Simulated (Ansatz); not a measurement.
AgCl (space group Fm-3m, No. 225). Coordinates: the end point of a relaxation with DFT, PBE, plane waves, PAW in Ansatz 0.2.0.

```cif
data_structure
_symmetry_space_group_name_H-M 'Fm-3m'
_symmetry_Int_Tables_number 225
_cell_length_a 5.6121
_cell_length_b 5.6121
_cell_length_c 5.6121
_cell_angle_alpha 90.000
_cell_angle_beta 90.000
_cell_angle_gamma 90.000
_cell_volume 176.75
loop_
_atom_site_label
_atom_site_type_symbol
_atom_site_symmetry_multiplicity
_atom_site_Wyckoff_symbol
_atom_site_fract_x
_atom_site_fract_y
_atom_site_fract_z
_atom_site_occupancy
Ag1 Ag 4 a 0.00000 0.00000 0.00000 1
Cl1 Cl 4 b 0.50000 0.00000 0.00000 1
```

Describe the stacking along [111], naming the columns A, B, C as they first turn up.

Ag(A) – Cl(B) – Ag(C) – Cl(A) – Ag(B) – Cl(C) (six layers in 9.72 Å).

Cl layers alone: BAC, the cubic close-packed type.

Ag: three octahedral sites (per hexagonal cell).

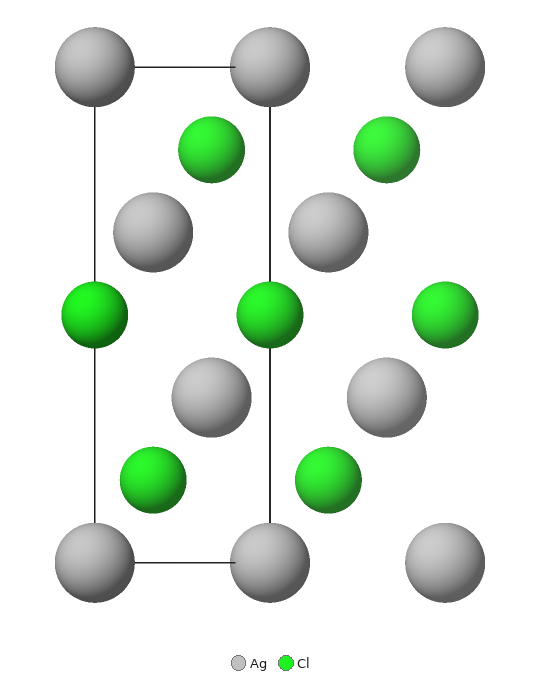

Projection along an edge of the hexagonal mesh, stacking direction [111] upwards. Every atom sits on one of the three columns of the mesh; call them A, B, C in the order in which they first turn up. The box is the hexagonal cell of the face-centred cubic lattice. The sequence starts with the first layer at or above the cell's origin.
